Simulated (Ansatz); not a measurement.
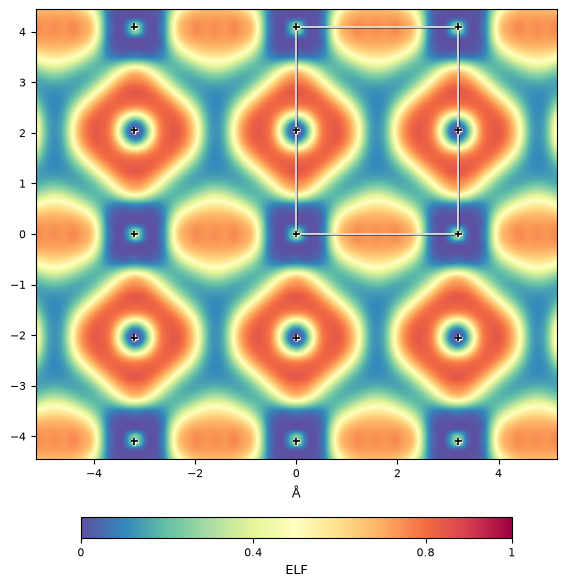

The ELF on a plane through atoms (crosses mark nuclei in the plane).

All numbers below come from Ansatz, DFT PBEsol, scalar-relativistic, plane waves, PAW.

Candidates:
A. WS₂, a = 3.15 Å, b = 3.15 Å, c = 19.11 Å, α = 90.00°, β = 90.00°, γ = 120.00°. Space group R3m; PAW files of the earlier set (soft_1).
B. AlN, a = 3.20 Å, b = 3.20 Å, c = 4.10 Å, α = 90.00°, β = 90.00°, γ = 120.00°. Space group P6₃/mmc; a structure from a database of computed crystals, not necessarily the ambient phase; computed pressure about 18 GPa in this cell; PAW files of the earlier set (soft_1).

**Which system is this?**

Candidate B: AlN on the (100) plane of the conventional cell, which holds Al and N. Al–N (2.05 Å): the ELF peaks at about 0.85 in the valence shell of N, 0.8 Å from its nucleus, and is about 0.75 at the midpoint.
